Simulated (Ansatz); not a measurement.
System: fcc Rh, space group Fm-3m (No. 225), 1 atom in the primitive cell.

```
Rh
1.0
     0.00000    1.89785    1.89785
     1.89785    0.00000    1.89785
     1.89785    1.89785    0.00000
Rh
1
Cartesian
  0.0000 0.0000 0.0000
```

Computed with Ansatz: PBE, Ansatz PAW, no spin polarisation, no spin-orbit coupling, 10×10×10 k mesh, 420 eV cutoff, Fermi-Dirac smearing of 0.05 eV.

What will the band structure look like? The path is Γ–X–W–K–Γ–L–U–W–L–K|U–X.

A metal: 4 bands cross the Fermi level along this path. Bands cross the Fermi level on Γ–X, X–W, K–Γ, Γ–L, L–U, W–L, L–K and U–X, and not on W–K and U–W. At W the nearest levels lie 1.25 eV below and 0.97 eV above the Fermi level.

The k mesh is thin for a metal, so its Fermi level is uncertain. The cell is at 7 GPa in this functional.

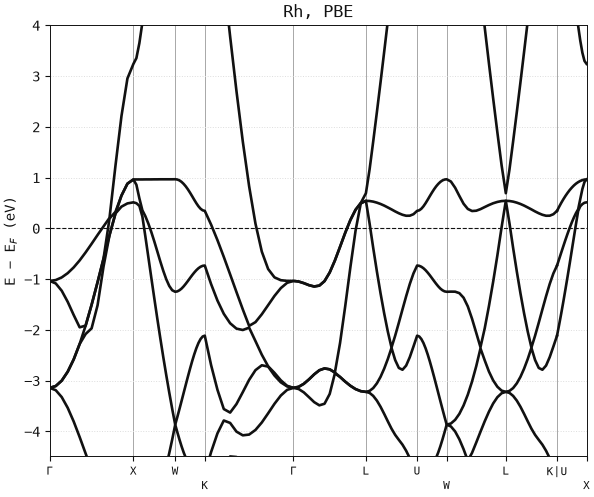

Band structure. Energies are counted from the Fermi level.
